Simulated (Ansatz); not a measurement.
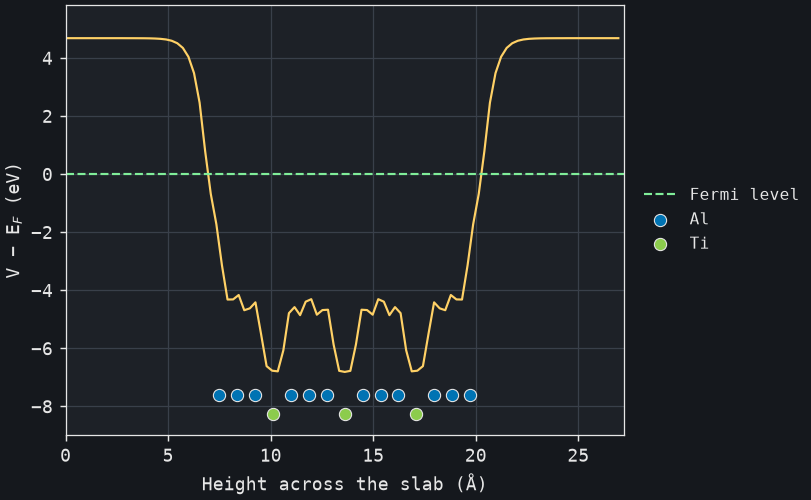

Plane-averaged electrostatic potential energy of an electron across the slab; circles at the bottom mark the heights of the atoms.

System: a (101) slab cut from TiAl3 (I4/mmm), unrelaxed, of composition TiAl4 (not the bulk's), ended by Al planes, 15 atoms in the cell.

```
Al Ti
1.0
     3.82400    0.00000    0.00000
    -1.91200    4.68941    0.00000
     0.00000    0.00000   27.22098
Al Ti
12 3
Direct
  0.29156 0.58312 0.27552
  0.58312 0.16624 0.30759
  0.87468 0.74936 0.33966
  0.45780 0.91560 0.40380
  0.74936 0.49873 0.43586
  0.04092 0.08185 0.46793
  0.62404 0.24809 0.53207
  0.91560 0.83121 0.56414
  0.20716 0.41433 0.59620
  0.79029 0.58057 0.66034
  0.08185 0.16369 0.69241
  0.37341 0.74681 0.72448
  0.16624 0.33248 0.37173
  0.33248 0.66497 0.50000
  0.49873 0.99745 0.62827
```

Computed with Ansatz: DFT r2SCAN, scalar-relativistic, plane waves, PAW, no spin polarisation, 10×8×1 k mesh, 500 eV cutoff, Gaussian smearing of 0.1 eV.

Question: Read off the work function of each face.

Answer: The work function is 4.68 eV, the same on both faces. The two vacuum levels agree, so the slab has no net dipole along its normal.

Question: How thick are slab and vacuum?

Answer: The outermost atoms are 12.2 Å apart, which leaves 15.0 Å of vacuum in a cell 27.2 Å high.

The atoms aren't at rest in this cell (largest force 0.7 eV/Å), so the relaxed material can differ.
